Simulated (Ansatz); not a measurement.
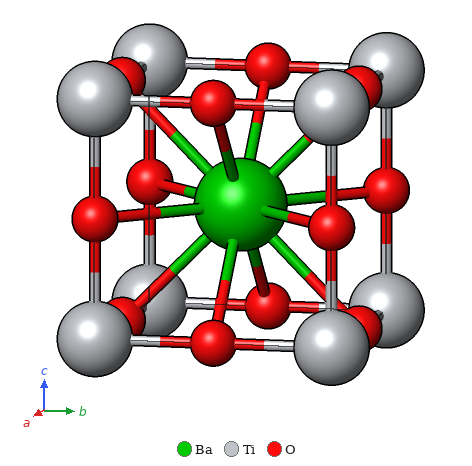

Ball-and-stick representation of a periodic structure, projected slightly off an axis. Thin lines show the conventional unit cell, with boundary atoms drawn in all their periodic places.

BaTiO$_{3}$, space group Pm-3m (No. 221), a = 4.02 Å, b = 4.02 Å, c = 4.02 Å, α = 90.00°, β = 90.00°, γ = 90.00°.

Calculation details: DFT PBE, scalar-relativistic, plane waves, PAW in Ansatz 0.2.0; plane waves up to 420 eV, an 8×8×8 grid in reciprocal space, Gaussian smearing of 0.02 eV, no spin polarisation.

### What is the electronic character?

A semiconductor at this level, with a gap of 1.78 eV on the k-mesh (the true edges may lie between mesh points, so the gap can be somewhat smaller).

### Under what pressure is the structure?

The computed pressure is 0.0 GPa, close to zero.

The cell started as a structure listed in the Materials Project. Earlier steps of the study, as a rule a relaxation of our own, may have changed the cell and positions, so they can lie some per cent off the listed ones. Ansatz was used for an electronic-structure calculation on it.
